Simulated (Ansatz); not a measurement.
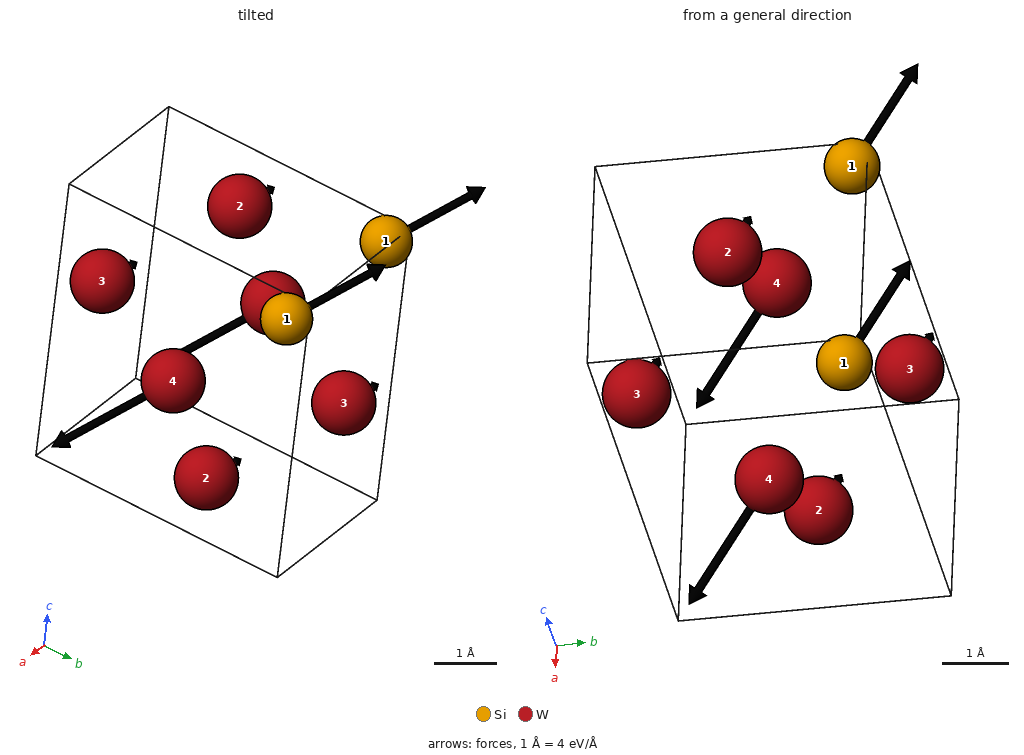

A spheres-only rendering, viewed slightly off an axis and from a general direction. Atoms at the boundary of the simulation cell (the box) are drawn once for each face, edge or corner they touch. The arrows are the computed forces on the atoms.

System: SiW₃. All computed values are from Ansatz 0.2.0, DFT PBEsol, scalar-relativistic, plane waves, PAW. Settings: a cutoff energy of 420 eV, k-point mesh 14×14×14, Gaussian smearing of 0.15 eV, no spin polarisation.

Question: Could this be the end point of a relaxation?

Answer: No. The atoms still feel forces of up to about 7.2 eV/Å, far above a usual threshold of 0.01 to 0.03 eV/Å.

Question: Which atom feels the largest force?

Answer: W4, about 7.2 eV/Å.

It goes back to a structure listed in the Materials Project. The cell was then strained or its atoms displaced on purpose. It was run through Ansatz as a DFT input.
